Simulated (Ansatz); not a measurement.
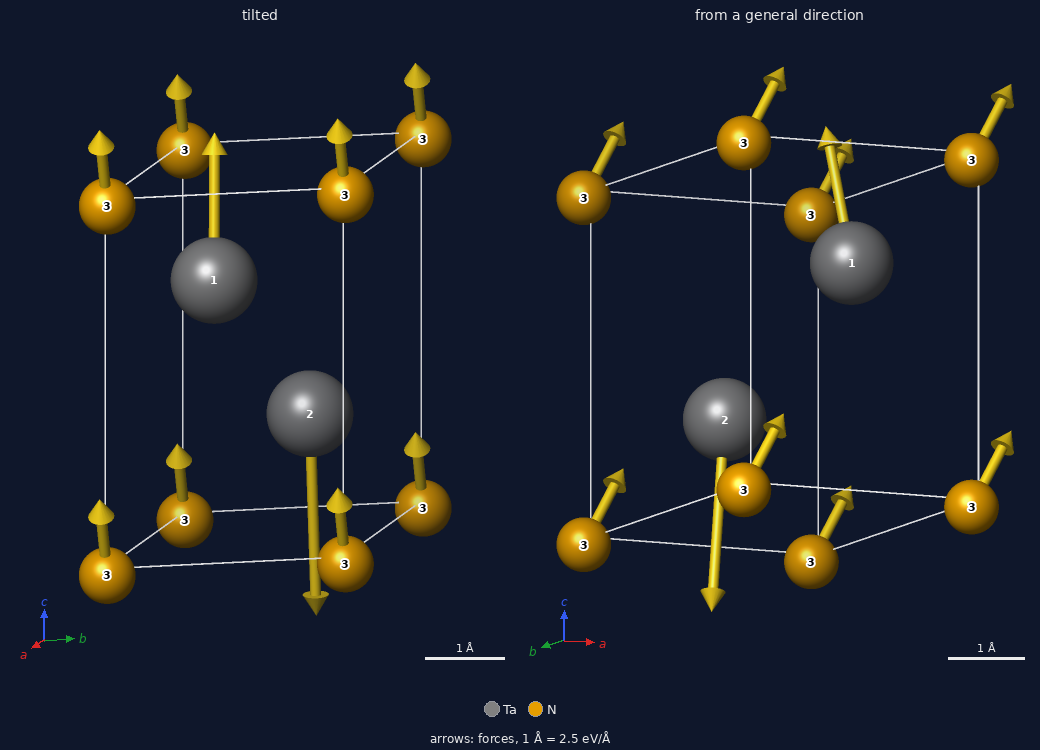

Drawn in the spheres-only manner and seen slightly off an axis and from a general direction. The box is the simulation cell; atoms on or close to its faces, edges and corners are drawn wherever they repeat. The arrows are the computed forces on the atoms.

System: Ta₂N. Method used: DFT PBEsol, scalar-relativistic, plane waves, PAW (Ansatz 0.2.0). It ran with wavefunction cutoff 420 eV, a 12×12×8 k-point grid, Gaussian smearing of 0.15 eV, no spin polarisation.

Are the atoms in equilibrium?

Answer. No. The atoms still feel forces of up to about 5.4 eV/Å, far above a usual threshold of 0.01 to 0.03 eV/Å.

Identify the atom with the maximum force.

Answer. Ta2, about 5.4 eV/Å.

Give the mean magnitude of the force by element.

Answer. Mean magnitudes: about Ta 4.4 eV/Å, N 2.3 eV/Å.

Source of the structure: a structure listed in the Materials Project. The cell was then strained or its atoms displaced on purpose. A calculation with Ansatz used it as input.
